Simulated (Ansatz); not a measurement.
## Run report: Al, geometry relaxation (part 2 of 2)

Continued. System: Al (slab, 2 atoms in the cell). Method: DFT, LDA, PAW with Ansatz's default frozen-core files, scalar-relativistic, no spin polarisation (Ansatz 0.2.0); cutoff 420 eV, 14×10×1 k-mesh, Fermi–Dirac smearing of 0.08 eV. It belongs to a series of runs on one base structure; here: atoms relaxed, PAW files.

Geometry of the input (Å; fractional positions):
```
2.8165  0.0000  0.0000
0.0000  3.9832  0.0000
0.0000  0.0000  17.4083
Al 0.2500  0.2500  0.4596
Al 0.7500  0.7500  0.5404
```

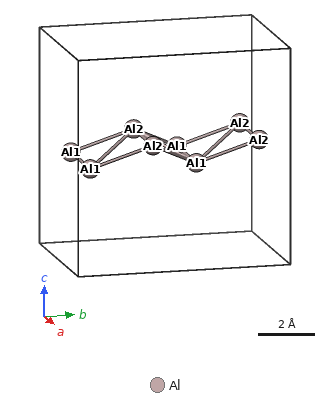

The geometry at step 2 of the log (ball-and-stick view of the 2 × 2 repeat of the cell, with the vacuum cut short, seen slightly off an axis; atoms are numbered from 1 in the order of the input).

**Log, continued**
```
SCF iter   1: F=—  HF=-1024.135192 eV  |F-HF|=—  |Δ(HF+E_count)|=         —  Δρ=6.24e-4  dr2=1.59e-3  ethr=2.44e-4  p=-0.000 e·Å  D=-1.13e-7 V/Å  ΔV_dip=0.00 eV  dr2_dipole=7.10e-11  V_vac-E_F(+/−)=4.22/4.22 eV  ⟨swp⟩=3.1  Hψ=1535  notcnv=0
efield: sawtooth ramp at fractional position 0.9500 (handed on by an earlier solve), width 0.1000; the density the first Hamiltonian is built on has a dipole p = -0.000 e·Å; the dipole correction subtracts the counter field D = -1.13e-7 V/Å, which shifts the + side's vacuum level by +0.00 eV against the − side's; the planar-averaged density in the ramp window peaks in size at 2.8e-7 e/Å³
preconditioner: auto → LDOS  [metal: Δε(μ)=0.025 eV  Ē_g=6.772 eV  σ=0.080 eV  W_gap=0.08  n_scr=8 (ndim 8)  ℏωp=6.5 eV  f_vac=0.637  D(μ)=1.42/eV (n_scr^D=6)  β→1.0]
SCF iter   2: F=—  HF=-1024.134701 eV  |F-HF|=—  |Δ(HF+E_count)|=   4.91e-4  Δρ=2.93e-4  dr2=2.92e-4  ethr=2.64e-5  p=0.000 e·Å  D=1.58e-6 V/Å  ΔV_dip=-0.00 eV  dr2_dipole=1.09e-10  V_vac-E_F(+/−)=4.20/4.20 eV  ⟨swp⟩=2.2  Hψ=863  notcnv=0
SCF iter   3: F=—  HF=-1024.134677 eV  |F-HF|=—  |Δ(HF+E_count)|=   2.37e-5  Δρ=4.86e-5  dr2=9.70e-6  ethr=4.87e-6  p=0.000 e·Å  D=3.32e-7 V/Å  ΔV_dip=-0.00 eV  dr2_dipole=1.52e-12  V_vac-E_F(+/−)=4.21/4.21 eV  ⟨swp⟩=2.4  Hψ=496  notcnv=0
iter 4 did not close the SCF: its close was put off until two iterations running show no level that it waits for move by more than its bar (scf_convergence_deferred on its scf_iter line)
SCF iter   4: F=-1024.134680 eV  HF=-1024.134680 eV  |F-HF|=5.23e-8  |Δ(HF+E_count)|=   2.58e-6  Δρ=8.81e-6  dr2=2.68e-7  ethr=9.42e-9  p=0.000 e·Å  D=3.39e-8 V/Å  ΔV_dip=-0.00 eV  dr2_dipole=1.53e-14  V_vac-E_F(+/−)=4.21/4.21 eV  ⟨swp⟩=7.0  Hψ=2651  notcnv=0
SCF iter   5: F=-1024.134680 eV  HF=-1024.134680 eV  |F-HF|=6.13e-9  |Δ(HF+E_count)|=   9.38e-8  Δρ=8.69e-7  dr2=3.63e-9  ethr=4.46e-9  p=0.000 e·Å  D=2.03e-8 V/Å  ΔV_dip=-0.00 eV  dr2_dipole=1.48e-14  V_vac-E_F(+/−)=4.21/4.21 eV  ⟨swp⟩=3.5  Hψ=1358  notcnv=0
SCF 3 converged in 5 iterations: F = -1024.134680 eV  dr2 = 3.63e-9
  greatest PAW one-centre occupation: 0.493 electrons in one spin orbital (limit 2), on the Al atom at site 0 (counted from 0), in its partial waves of l = 0
relax step   3: F+E_penalty+E_count = -1024.13468001 eV  Δ(F+E_penalty+E_count) = -3.449e-3 eV  max|allowed force component| = 2.939e-2 eV/Å  Δτ_max = 0.0275 Å  (5 SCF iters, dr2 threshold 5.65e-7 eV, accepted)
SCF iter   1: F=—  HF=-1024.135091 eV  |F-HF|=—  |Δ(HF+E_count)|=         —  Δρ=2.41e-4  dr2=2.20e-4  ethr=4.90e-5  p=0.000 e·Å  D=2.03e-8 V/Å  ΔV_dip=-0.00 eV  dr2_dipole=1.09e-13  V_vac-E_F(+/−)=4.22/4.22 eV  ⟨swp⟩=2.0  Hψ=1440  notcnv=0
efield: sawtooth ramp at fractional position 0.9500 (handed on by an earlier solve), width 0.1000; the density the first Hamiltonian is built on has a dipole p = 0.000 e·Å; the dipole correction subtracts the counter field D = 2.03e-8 V/Å, which shifts the + side's vacuum level by -0.00 eV against the − side's; the planar-averaged density in the ramp window peaks in size at 5.5e-8 e/Å³
preconditioner: auto → LDOS  [metal: Δε(μ)=0.017 eV  Ē_g=6.784 eV  σ=0.080 eV  W_gap=0.05  n_scr=8 (ndim 8)  ℏωp=6.5 eV  f_vac=0.637  D(μ)=1.37/eV (n_scr^D=6)  β→1.0]
SCF iter   2: F=—  HF=-1024.135017 eV  |F-HF|=—  |Δ(HF+E_count)|=   7.37e-5  Δρ=1.08e-4  dr2=4.11e-5  ethr=3.66e-6  p=-0.000 e·Å  D=-1.19e-7 V/Å  ΔV_dip=0.00 eV  dr2_dipole=1.43e-13  V_vac-E_F(+/−)=4.21/4.21 eV  ⟨swp⟩=2.3  Hψ=847  notcnv=0
SCF iter   3: F=—  HF=-1024.135017 eV  |F-HF|=—  |Δ(HF+E_count)|=   3.74e-7  Δρ=1.68e-5  dr2=1.01e-6  ethr=6.84e-7  p=-0.000 e·Å  D=-7.62e-8 V/Å  ΔV_dip=0.00 eV  dr2_dipole=1.62e-14  V_vac-E_F(+/−)=4.21/4.21 eV  ⟨swp⟩=2.4  Hψ=482  notcnv=0
SCF iter   4: F=-1024.135018 eV  HF=-1024.135018 eV  |F-HF|=2.08e-8  |Δ(HF+E_count)|=   7.02e-7  Δρ=3.09e-6  dr2=2.96e-8  ethr=1.67e-9  p=-0.000 e·Å  D=-2.65e-8 V/Å  ΔV_dip=0.00 eV  dr2_dipole=8.06e-16  V_vac-E_F(+/−)=4.21/4.21 eV  ⟨swp⟩=8.8  Hψ=2413  notcnv=0
SCF 4 converged in 4 iterations: F = -1024.135018 eV  dr2 = 2.96e-8
relax step   4: F+E_penalty+E_count = -1024.13501767 eV  Δ(F+E_penalty+E_count) = -3.377e-4 eV  max|allowed force component| = 1.095e-3 eV/Å  Δτ_max = 0.0119 Å  (4 SCF iters, accepted)
```

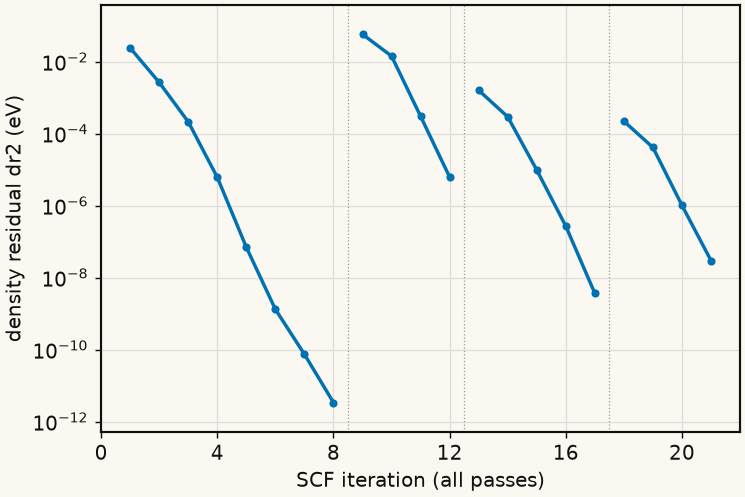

Convergence of the self-consistent field: density residual dr2 against the SCF iteration. The dotted lines part the SCF passes of the relaxation: geometry steps, rejected trials and re-solves on a re-selected basis. The passes take 8, 4, 5 and 4 iterations.

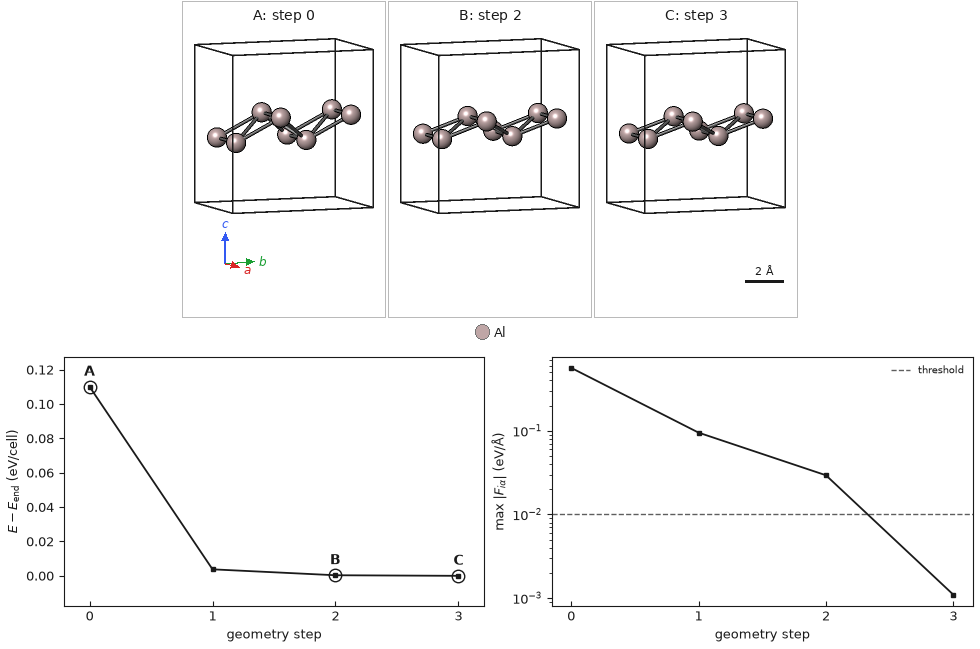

Frames of the relaxation (ball-and-stick view of the 2 × 2 repeat of the cell, with the vacuum cut short, seen slightly off an axis) above the curves, on which the letters mark them (the first geometry is step 0 here and step 1 in the log).

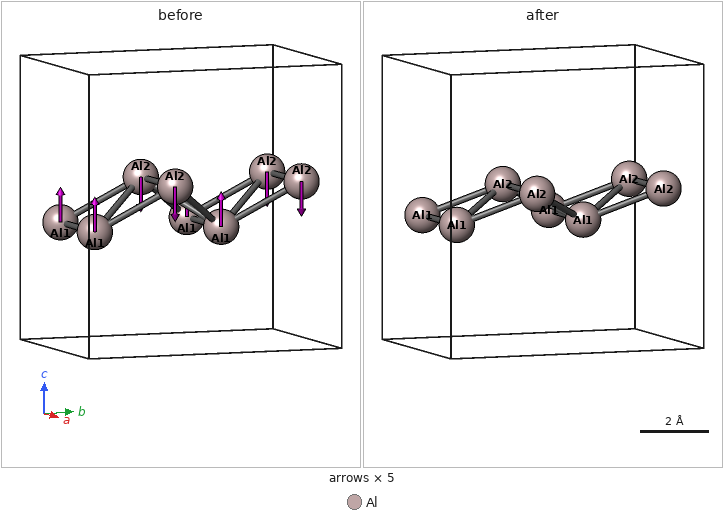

Before (left) and after (right) the relaxation, at one scale (ball-and-stick view of the 2 × 2 repeat of the cell, with the vacuum cut short, seen slightly off an axis). The pink arrows give the displacements, magnified 5 times. After 3 geometry steps the energy has fallen by 0.110 eV per cell of the calculation. Largest force component: 0.57 eV/Å at the start, 0.0011 eV/Å at the end. The largest moves, 0.21 Å, are those of Al1 and Al2. The cell stays as it was. Among the contacts that change: Al1–Al2 2.817 → 2.631 Å. Among the angles that change: Al2–Al1–Al2 120.0° → 136.0°, Al2–Al1–Al2 90.0° → 98.4°, Al2–Al1–Al2 60.0° → 64.7°. (Atoms are counted from 1 in the order of the input.)

```
SCF converged after 4 iterations
Free energy (F): -1024.135018 eV
Harris-Foulkes:  -1024.135018 eV  (|F-HF|=2.08e-8)
Internal energy: -1024.107152 eV  (E = F + TS)
E sigma→0 (E₀):  -1024.121085 eV
Entropy (-TS):   -0.027866 eV (-13.933 meV/atom)
Fermi energy:    -2.148563 eV
Dipole field:    D = -0.000000 V/Å  (p = -0.000000 e·Å, saw-weighted, corrected)
Work function:   Φ+ = 4.2107 eV   Φ− = 4.2107 eV
Levels:          The Fermi level and band energies are counted from a zero that moves with the ramp; work functions are not
--- Per-component energies (eV) ---
  E_band       = -35.177285
  E_kinetic    = 41.911736
  E_local      = -589.947591  (includes V_loc(G=0)·N_el)
  E_nonlocal   = 23.229153
  E_hartree    = 276.266445
  E_xc         = -75.782012
  E_vxc        = -54.767489  (∫ρ·V_xc dr)
  E_paw        = -886.656267  (= ΣΔE_a)
  E_vpaw       = -8.134252  (= ΣTr[D̂ρ^β])
  E_aug_tail   = -0.000008  (compensation charges beyond the density's cutoff)
  E_efield     = 0.000000  (sawtooth field / dipole correction)
  E_vefield    = 0.000000  (∫n·V_field dr)
  E_ewald      = 186.759957
  E_core_change = 0.111433  (= ΣΔE_core)
  E_smearing   = -0.027866  (= −TS)
  E_closure    = -0.000000  (closes the sum)
  Σ components = -1024.135018   (vs F -1024.135018, Δ=0.00e0)
--- Forces (eV/Å), atoms counted from 1 ---
  atom   1  Al     0.00000000     0.00000000    -0.00109536
  atom   2  Al     0.00000000     0.00000000     0.00109543
  max |Σ_I F_I| component: 7.85e-8 eV/Å
--- Stress (GPa, compression-positive) ---
       -1.328505       0.000000       0.000000
        0.000000       1.023782       0.000000
        0.000000       0.000000       0.000661
  P = ⅓ Tr σ = -0.1014 GPa (-1.014 kbar)
--- Band table (eV; the first three rows and the last of 48) ---
  k-point 0: bands = ["-11.1008", "-5.3230", "-3.0733", "-1.0060", "-0.8647", "1.6723", "2.0169"]
  k-point 1: bands = ["-11.0097", "-5.3246", "-3.8240", "-0.9723", "0.1198", "1.7674", "1.9762"]
  k-point 2: bands = ["-10.7369", "-5.7425", "-4.4686", "-0.9638", "1.2134", "1.8456", "2.0790"]
  k-point 47: bands = ["-4.8482", "-4.8482", "-3.8818", "-3.8818", "1.1220", "1.1220", "1.6985"]
--- Relaxed structure (4 steps of the walk, 4 accepted, 0 SCFs on fresh bases) ---
  F+E_penalty+E_count = -1024.13501767 eV   max|allowed force component| = 1.095e-3 eV/Å
  atoms:
    - { symbol: Al, position: [0.25, 0.24999999999999997, 0.471699104381406] }
    - { symbol: Al, position: [0.7499999999999999, 0.7499999999999999, 0.5283008956185938] }
```

**Trajectory as extended XYZ (Å, eV, eV/Å), 4 frames, from step=1 to step=4**
```
2
Lattice="2.8165 0.0000 0.0000 0.0000 3.9832 0.0000 0.0000 0.0000 17.4083" Properties=species:S:1:pos:R:3:forces:R:3 step=1 energy=-1024.02491
Al    0.7041    0.9958    8.0000    0.0000   0.0000   0.5664
Al    2.1124    2.9874    9.4083    0.0000   0.0000  -0.5664
2
Lattice="2.8165 0.0000 0.0000 0.0000 3.9832 0.0000 0.0000 0.0000 17.4083" Properties=species:S:1:pos:R:3:forces:R:3 step=2 energy=-1024.13123
Al    0.7041    0.9958    8.1721    0.0000   0.0000   0.0951
Al    2.1124    2.9874    9.2362    0.0000   0.0000  -0.0951
2
Lattice="2.8165 0.0000 0.0000 0.0000 3.9832 0.0000 0.0000 0.0000 17.4083" Properties=species:S:1:pos:R:3:forces:R:3 step=3 energy=-1024.13468
Al    0.7041    0.9958    8.1996    0.0000   0.0000   0.0294
Al    2.1124    2.9874    9.2087    0.0000   0.0000  -0.0294
2
Lattice="2.8165 0.0000 0.0000 0.0000 3.9832 0.0000 0.0000 0.0000 17.4083" Properties=species:S:1:pos:R:3:forces:R:3 step=4 energy=-1024.13502
Al    0.7041    0.9958    8.2115    0.0000   0.0000  -0.0011
Al    2.1124    2.9874    9.1968    0.0000   0.0000   0.0011
```

**Summary**

```tsv
quantity	value
outcome	converged
electrons treated	6
free energy	−1024.1350 eV
Fermi energy	−2.149 eV
final volume	195.30 Å³
largest force (length of the vector) at the end	0.001 eV/Å
wall time	38 s
peak memory	0.42 GiB
```

**Notes**

Warnings of the run: the SCF threshold is looser than advised for the printed stress.
